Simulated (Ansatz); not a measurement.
Si₄C

```
Si C
1.0
     3.19478    0.00000    0.00000
    -1.59739    2.76676    0.00000
     0.00000    0.00000   16.11332
Si C
8 2
Direct
  0.33333 0.66667 0.00000
  0.33333 0.66667 0.14626
  0.33333 0.66667 0.39500
  0.33333 0.66667 0.60500
  0.33333 0.66667 0.85374
  0.66667 0.33333 0.30191
  0.66667 0.33333 0.50000
  0.66667 0.33333 0.69809
  0.66667 0.33333 0.18319
  0.66667 0.33333 0.81681
```

Space group P-6m2; a structure generated by program, which may or may not match a known phase.

Theory: Ansatz 0.2.0, DFT PBE, scalar-relativistic, plane waves, PAW.

Predict the valence pseudo-density and electron localisation function between the atoms.

Si–C (1.91 Å): ρ at the midpoint is about 0.82 e/Å³; the ELF peaks at about 0.90 between the atoms.
Si–Si (2.36 Å): ρ is about 0.57 e/Å³ halfway; the ELF peaks at about 0.95 between the atoms.

Metal or insulator at this level of theory?

It is metallic or semimetallic at this level of theory: no gap opens.

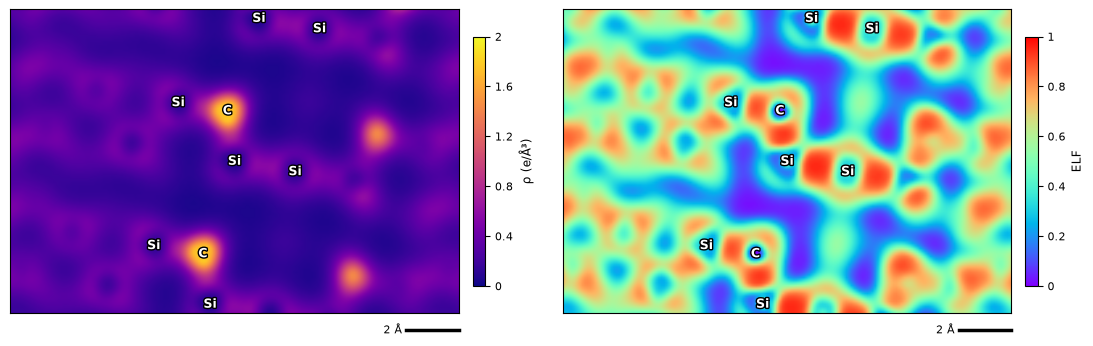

Computed valence pseudo-density and electron localisation function on the (111) plane of the conventional cell, in this order. Atoms just off the plane (Si, 0.4 Å away and C, 0.5 Å away) can leave unmarked features too.
